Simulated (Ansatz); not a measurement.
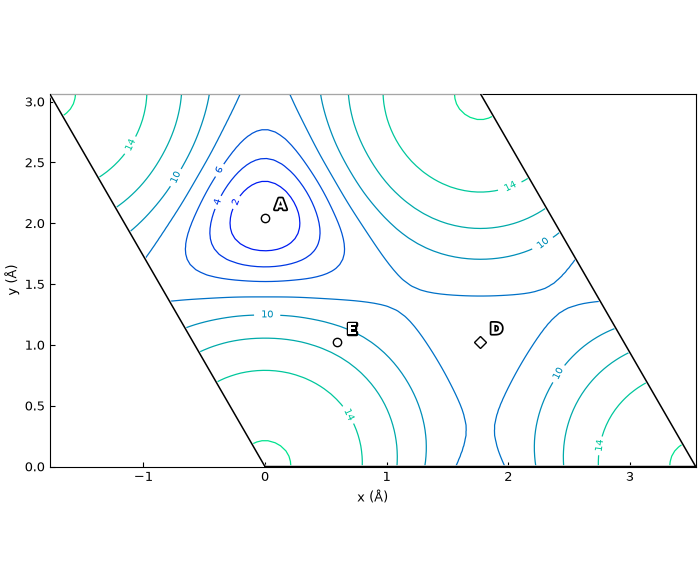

A bilayer of two PtS₂ sheets (1T type) (6 atoms in the cell). The upper layer of a bilayer is slid over the lower one; relaxed at each slide: the heights of all atoms; the origin of the map has S4 above S3. Places are given modulo a cell vector. The map is drawn in real space over the plane of the slide. The scan uses a 6 × 6 grid; 10 points were computed and 26 follow by symmetry. Energies: meV/Å², counted from the lowest grid point. Theory: Ansatz 0.2.0, DFT PBE+D3(BJ), scalar-relativistic, plane waves, PAW. Settings: cutoff 420 eV, k-mesh 9×9×1, gaussian smearing 0.05 eV, no spin polarisation.

The picture shows contour lines labelled in meV/Å², the outline of one cell of the plane, lettered points. Between grid points the surface is interpolated.

**What kind of point is each of A, D, E: minimum, saddle, maximum or slope?**

A: minimum; D: minimum; E: on a slope. (In these two coordinates alone; a stationary point may lie a little off the grid point.)

**Rank the lettered points by energy, lowest first.**

A (0.0 meV/Å²), D (7.1 meV/Å²), E (11.2 meV/Å²).

PAW datasets: the set soft_1.
